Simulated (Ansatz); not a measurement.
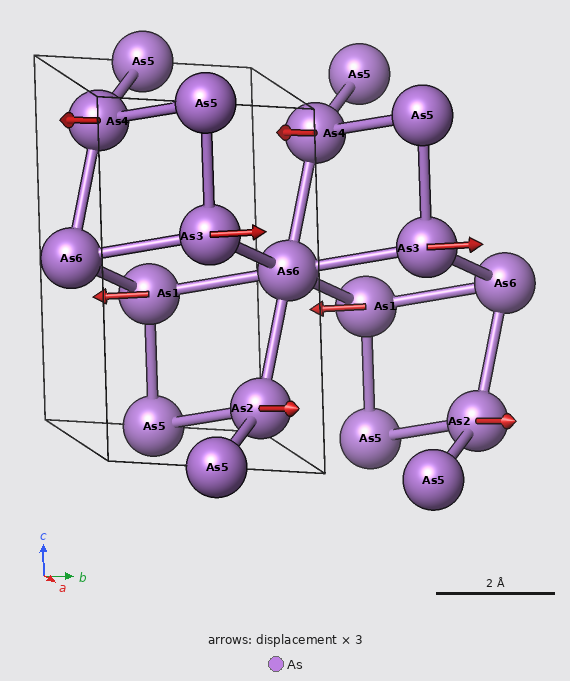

This is a relaxation of crystalline As (a generated structure, set up in C2/c) (coarse preliminary run). The starting structure is drawn; red arrows show the displacements (the part carried along by the change of the cell is left out), 3 times their true length.

A ball-and-stick model of the cell of the calculation, repeated 1 × 2 × 1 with one cell outlined, seen slightly off an axis.

Theory: Ansatz 0.2.0, DFT PBE, scalar-relativistic, plane waves, PAW.

Input file:
```yaml
crystal:
  lattice:
    - [2.71824323, -2.82254972, 0.0]
    - [2.71824323, 2.82254972, 0.0]
    - [-0.98568519, 0.0, 6.166329]
  atoms:
    - { symbol: As, position: [0.15842726, 0.45266456, 0.37805889] }
    - { symbol: As, position: [0.54733544, 0.84157274, 0.12194111] }
    - { symbol: As, position: [0.84157274, 0.54733544, 0.62194111] }
    - { symbol: As, position: [0.45266456, 0.15842726, 0.87805889] }
    - { symbol: As, position: [0.0, 0.5, 0.0] }
    - { symbol: As, position: [0.5, 0.0, 0.5] }
basis:
  ecutwfc: 420
kpoints:
  mp_grid: { grid: [4, 4, 4] }
hamiltonian:
  xc: pbe
scf:
  occupations: { method: gaussian, width: 0.1 }
  lower_state_search: "off"
output:
  forces: true
  stress: true
  eigenvalues: true
relax:
  adjacent_minimum: "off"
  f_tol: 0.04
  max_steps: 70
  cell: { stress_tol: 0.4 }
```

Launched with:
```bash
ansatz run input.yaml --threads 1 --pin off --max-ram 2560MiB --backend cpu --events-out ev --progress --plain --runs-dir out
```

Question: What did the optimiser do to the structure, and how much energy did it gain?

Answer: The energy falls by 1042 meV per atom in 12 accepted moves (15 points after the start). Largest force component: 2.9 eV/Å at the start, 0.0099 eV/Å at the end. Pressure: 56.09 GPa at the start and 0.04 GPa at the end. The line search rejected the trial step at point 8 of the run. The SCF was repeated twice at an unchanged geometry on a basis and grid sized afresh for the cell, which shifted the energy by 24.5 meV per atom at most. The largest moves relative to the cell, 0.33 Å, are those of As1, As2, As3 and As4. As4 goes roughly along [−3 −2 −1]. The volume changes by +38.0 %, with a = b 3.919 → 4.485 Å (+14.5 %), c 6.245 → 7.137 Å (+14.3 %), α 96.3° → 105.5°, β 96.3° → 105.5°, γ 92.2° → 96.8°. Near-neighbour distances that change, for instance: As1–As2 2.845 → 3.927 Å, As1–As2 (another image) 3.452 → 2.746 Å, As1–As2 (another image) 3.253 → 3.722 Å, As1–As3 2.079 → 2.524 Å. Bond angles that change, for instance: As5–As1–As6 102.1° → 80.9°, As1–As6–As4 108.8° → 90.4°, As1–As6–As2 71.2° → 89.6°. The space group stays C2/c (No. 15).

Limits of the set-up: the k-point mesh is coarse for a cell with partly filled bands.
